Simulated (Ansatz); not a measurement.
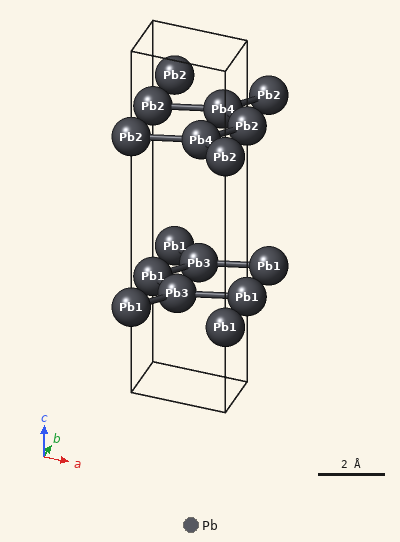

The input geometry of run 1 (ball-and-stick view of the cell of the calculation, repeated 1 × 2 × 1, seen slightly off an axis; atoms are numbered from 1 in the order of the input). An atom can appear more than once, as a periodic image. Near neighbours in the periodic cell (some may lie outside the picture): Pb has 3 Pb at 2.16 Å.

**From Pb to Sn**

System: Pb (P6₃/mmc, 4 atoms in the cell).
Method of run 1: DFT r2SCAN, scalar-relativistic, plane waves, PAW, no spin polarisation (Ansatz 0.2.0).
System of run 2: Sn (P6₃/mmc, 4 atoms in the cell).

On run 1: The structure was made by swapping elements on the sites of another compound; it need not be a known phase. On run 2: The structure was made by swapping elements on the sites of another compound; it need not be a known phase. It belongs to a series of runs on one base structure; here: C -> Sn on all its sites, cell and atoms relaxed. Text and figures count atoms from 1; the logs count them from 0 in places.

### Input, run 1
```yaml
crystal:
  lattice:
    - [3.7422623797, 0.0, 0.0]
    - [-1.8711311898, 3.2408942885, 0.0]
    - [0.0, 0.0, 10.7223935633]
  atoms:
    - { symbol: Pb, position: [0.0, 0.0, 0.25] }
    - { symbol: Pb, position: [0.0, 0.0, 0.75] }
    - { symbol: Pb, position: [0.3333333333, 0.6666666667, 0.25] }
    - { symbol: Pb, position: [0.6666666667, 0.3333333333, 0.75] }
basis:
  ecutwfc: 500
kpoints:
  mp_grid: { grid: [6, 6, 2] }
hamiltonian:
  xc: r2scan
scf:
  occupations: { method: gaussian, width: 0.1 }
output:
  forces: true
  stress: true
  eigenvalues: true
```

Command:
```bash
ansatz run input.yaml --threads 1 --pin off --max-ram 2560MiB --backend cpu --events-out ev --progress --plain --runs-dir out
```

Hardware: 1 thread of Arm Neoverse N1, 24 GiB of memory available, shared host.

### Output, shortened to warnings, some set-up lines, iterations and results (run 1)
```
Basis set: ecut = 500 eV, 3291 PW (Γ), exchange–correlation on 120×120×320 points (64 copies of the dense FFT grid, shifted against one another)
Symmetry: 24 space group operations
k-points: 14 of 72
Initial density: superposition of atomic densities (neutral atoms: chi_scale 0, normalization atom), corrected by the library's trained network
[...]
SCF iter   1: F=—  HF=-47655.123406 eV  |F-HF|=—  |Δ(HF+E_count)|=         —  Δρ=1.09e-2  dr2=1.18e-1  dr2_τ=3.99e-1  ethr=1.77e-3  ⟨swp⟩=25.7  Hψ=4702  notcnv=0
SCF iter   2: F=—  HF=-47655.371453 eV  |F-HF|=—  |Δ(HF+E_count)|=   2.48e-1  Δρ=5.13e-3  dr2=2.64e-2  dr2_τ=5.19e-4  ethr=2.11e-4  ⟨swp⟩=5.7  Hψ=1320  notcnv=0  defer=21
SCF iter   3: F=—  HF=-47655.382635 eV  |F-HF|=—  |Δ(HF+E_count)|=   1.12e-2  Δρ=1.04e-3  dr2=2.14e-3  dr2_τ=4.19e-5  ethr=4.72e-5  ⟨swp⟩=3.5  Hψ=793  notcnv=0  defer=21
SCF iter   4: F=—  HF=-47655.384717 eV  |F-HF|=—  |Δ(HF+E_count)|=   2.08e-3  Δρ=3.65e-4  dr2=1.72e-4  dr2_τ=1.86e-6  ethr=3.83e-6  ⟨swp⟩=4.9  Hψ=1040  notcnv=0  defer=21
SCF iter   5: F=—  HF=-47655.384846 eV  |F-HF|=—  |Δ(HF+E_count)|=   1.29e-4  Δρ=7.96e-5  dr2=4.41e-6  dr2_τ=1.96e-7  ethr=3.07e-7  ⟨swp⟩=4.4  Hψ=1012  notcnv=0  defer=21
SCF iter   6: F=—  HF=-47655.384866 eV  |F-HF|=—  |Δ(HF+E_count)|=   2.01e-5  Δρ=8.21e-6  dr2=8.64e-8  dr2_τ=2.43e-9  ethr=1.79e-10  ⟨swp⟩=31.9  Hψ=6181  notcnv=0
SCF iter   7: F=-47655.384866 eV  HF=-47655.384866 eV  |F-HF|=4.37e-9  |Δ(HF+E_count)|=   1.70e-7  Δρ=2.34e-6  dr2=6.87e-9  dr2_τ=2.71e-10  ethr=1.54e-10  ⟨swp⟩=6.6  Hψ=2524  …
SCF 1 converged in 7 iterations: F = -47655.384866 eV  dr2 = 6.87e-9
SCF converged after 7 iterations
Free energy (F): -47655.384866 eV
Harris-Foulkes:  -47655.384866 eV  (|F-HF|=4.37e-9)
Internal energy: -47655.384864 eV  (E = F + TS)
E sigma→0 (E₀):  -47655.384865 eV
Entropy (-TS):   -0.000001 eV (-0.000 meV/atom)
Fermi energy:    10.736118 eV
--- Per-component energies (eV) ---
  E_band       = -353.776780
  E_kinetic    = 1245.256188
  E_local      = -7466.455589  (includes V_loc(G=0)·N_el)
  E_nonlocal   = 1415.085842
  E_hartree    = 3220.309070
  E_xc         = -850.942745
  E_vxc        = -607.122508  (∫ρ·V_xc dr)
  E_paw        = -41766.684590  (= ΣΔE_a)
  E_vpaw       = -1425.861275  (= ΣTr[D̂ρ^β])
  E_aug_tail   = 0.000080  (compensation charges beyond the density's cutoff)
  E_vtau       = 44.700073  (kinetic-family band-sum trace: ∫τ·v_τ [+ j·A + Jᵃ·Aᵃ] dr)
  E_ewald      = -3455.815130
  E_core_change = 3.862010  (= ΣΔE_core)
  E_smearing   = -0.000001  (= −TS)
  E_closure    = -0.000000  (closes the sum)
  Σ components = -47655.384866   (vs F -47655.384866, Δ=0.00e0)
--- Forces (eV/Å), atoms counted from 1 ---
  atom   1  Pb     0.00000000     0.00000000     0.00000000
  atom   2  Pb    -0.00000000    -0.00000000     0.00000000
  atom   3  Pb     0.00000000    -0.00000000     0.00000000
  atom   4  Pb    -0.00000000     0.00000000     0.00000000
  max |Σ_I F_I| component: 2.22e-16 eV/Å
--- Stress (GPa, compression-positive) ---
      153.733195      -0.000000       0.000000
       -0.000000     153.733195       0.000000
        0.000000       0.000000      -0.683703
  P = ⅓ Tr σ = 102.2609 GPa (1022.609 kbar)
```

For run 2 the input was changed thus:
```diff
-    - [3.7422623797, 0.0, 0.0]
-    - [-1.8711311898, 3.2408942885, 0.0]
-    - [0.0, 0.0, 10.7223935633]
+    - [3.6191986718, 0.0, 0.0]
+    - [-1.8095993359, 3.1343179912, 0.0]
+    - [0.0, 0.0, 10.3697893427]
-    - { symbol: Pb, position: [0.0, 0.0, 0.25] }
-    - { symbol: Pb, position: [0.0, 0.0, 0.75] }
-    - { symbol: Pb, position: [0.3333333333, 0.6666666667, 0.25] }
-    - { symbol: Pb, position: [0.6666666667, 0.3333333333, 0.75] }
+    - { symbol: Sn, position: [0.0, 0.0, 0.25] }
+    - { symbol: Sn, position: [0.0, 0.0, 0.75] }
+    - { symbol: Sn, position: [0.3333333333, 0.6666666667, 0.25] }
+    - { symbol: Sn, position: [0.6666666667, 0.3333333333, 0.75] }
```

How does run 2 compare with run 1?

The total energies belong to different systems, so their difference says nothing on which is more stable or more accurate. The pressure goes from 102.26 to 100.89 GPa. The volume per atom goes from 32.51 to 29.41 Å³. The number of SCF iterations is the same. The plane waves at Γ go from 3291 to 3049. On the same kind of shared host run 2 took about 0.63 times as long.

### Output, shortened to warnings, some set-up lines, iterations and results (run 2)
```
Basis set: ecut = 500 eV, 3049 PW (Γ), exchange–correlation on 108×108×320 points (64 copies of the dense FFT grid, shifted against one another)
Symmetry: 24 space group operations
k-points: 14 of 72
Initial density: superposition of atomic densities (neutral atoms: chi_scale 0, normalization atom), corrected by the library's trained network
[...]
SCF iter   1: F=—  HF=-24129.924678 eV  |F-HF|=—  |Δ(HF+E_count)|=         —  Δρ=3.49e-3  dr2=8.72e-3  dr2_τ=1.68e-1  ethr=1.77e-3  ⟨swp⟩=8.2  Hψ=2588  notcnv=0
SCF iter   2: F=—  HF=-24130.084482 eV  |F-HF|=—  |Δ(HF+E_count)|=   1.60e-1  Δρ=2.26e-3  dr2=4.25e-3  dr2_τ=8.31e-5  ethr=1.56e-5  ⟨swp⟩=2.9  Hψ=1066  notcnv=0  defer=20
SCF iter   3: F=—  HF=-24130.089237 eV  |F-HF|=—  |Δ(HF+E_count)|=   4.75e-3  Δρ=5.07e-4  dr2=5.06e-4  dr2_τ=1.74e-5  ethr=7.59e-6  ⟨swp⟩=3.0  Hψ=994  notcnv=0  defer=20
SCF iter   4: F=—  HF=-24130.089066 eV  |F-HF|=—  |Δ(HF+E_count)|=   1.70e-4  Δρ=2.22e-4  dr2=7.91e-5  dr2_τ=2.08e-6  ethr=9.03e-7  ⟨swp⟩=2.0  Hψ=821  notcnv=0  defer=20
SCF iter   5: F=—  HF=-24130.089054 eV  |F-HF|=—  |Δ(HF+E_count)|=   1.26e-5  Δρ=5.63e-5  dr2=4.54e-6  dr2_τ=2.39e-7  ethr=1.41e-7  ⟨swp⟩=2.4  Hψ=835  notcnv=0  defer=20
SCF iter   6: F=—  HF=-24130.089059 eV  |F-HF|=—  |Δ(HF+E_count)|=   5.76e-6  Δρ=2.40e-5  dr2=9.00e-7  dr2_τ=2.27e-8  ethr=8.10e-9  ⟨swp⟩=2.0  Hψ=565  notcnv=0  defer=20
SCF iter   7: F=-24130.089060 eV  HF=-24130.089060 eV  |F-HF|=1.31e-8  |Δ(HF+E_count)|=   3.53e-7  Δρ=6.08e-6  dr2=5.65e-8  dr2_τ=1.11e-9  ethr=1.79e-10  ⟨swp⟩=9.2  Hψ=2495  …
SCF 1 converged in 7 iterations: F = -24130.089060 eV  dr2 = 5.65e-8
SCF converged after 7 iterations
Free energy (F): -24130.089060 eV
Harris-Foulkes:  -24130.089060 eV  (|F-HF|=1.31e-8)
Internal energy: -24130.088972 eV  (E = F + TS)
E sigma→0 (E₀):  -24130.089016 eV
Entropy (-TS):   -0.000087 eV (-0.022 meV/atom)
Fermi energy:    9.990291 eV
--- Per-component energies (eV) ---
  E_band       = -526.786763
  E_kinetic    = 808.136356
  E_local      = -6833.764056  (includes V_loc(G=0)·N_el)
  E_nonlocal   = -123.842189
  E_hartree    = 3753.143591
  E_xc         = -1523.084325
  E_vxc        = -452.532913  (∫ρ·V_xc dr)
  E_paw        = -16640.296325  (= ΣΔE_a)
  E_vpaw       = -1460.066502  (= ΣTr[D̂ρ^β])
  E_aug_tail   = -0.000001  (compensation charges beyond the density's cutoff)
  E_vtau       = 28.972903  (kinetic-family band-sum trace: ∫τ·v_τ [+ j·A + Jᵃ·Aᵃ] dr)
  E_ewald      = -3573.323303
  E_core_change = 2.941279  (= ΣΔE_core)
  E_smearing   = -0.000087  (= −TS)
  E_closure    = 0.000000  (closes the sum)
  Σ components = -24130.089060   (vs F -24130.089060, Δ=0.00e0)
--- Forces (eV/Å), atoms counted from 1 ---
  atom   1  Sn     0.00000000    -0.00000000     0.00000000
  atom   2  Sn     0.00000000     0.00000000     0.00000000
  atom   3  Sn     0.00000000     0.00000000     0.00000000
  atom   4  Sn     0.00000000    -0.00000000     0.00000000
  max |Σ_I F_I| component: 5.55e-17 eV/Å
--- Stress (GPa, compression-positive) ---
      151.687096       0.000000       0.000000
        0.000000     151.687096       0.000000
        0.000000       0.000000      -0.714335
  P = ⅓ Tr σ = 100.8866 GPa (1008.866 kbar)
```

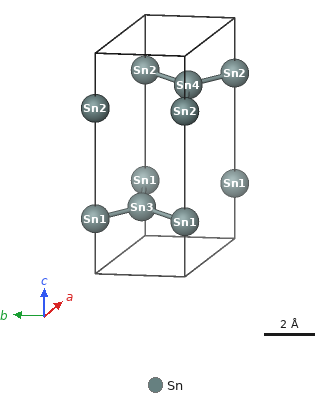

The input structure of run 2 (ball-and-stick view of the cell of the calculation, seen at an oblique angle; atoms are numbered from 1 in the order of the input). An atom can appear more than once, as a periodic image.

### The two runs side by side

```csv
quantity,run 1,run 2
outcome,converged,converged
free energy per atom (eV),−11913.8462,−6032.5223
gap on the mesh (eV),0.00,0.00
pressure (GPa),102.26,100.89
volume per atom (Å³),32.51,29.41
largest force (eV/Å),0.000,0.000
SCF iterations,7,7
irreducible k-points,14,14
plane waves at Γ,3291,3049
wall time (shared host),25 s,16 s
```

For run 1: Spin–orbit coupling is left out, which matters for Pb.
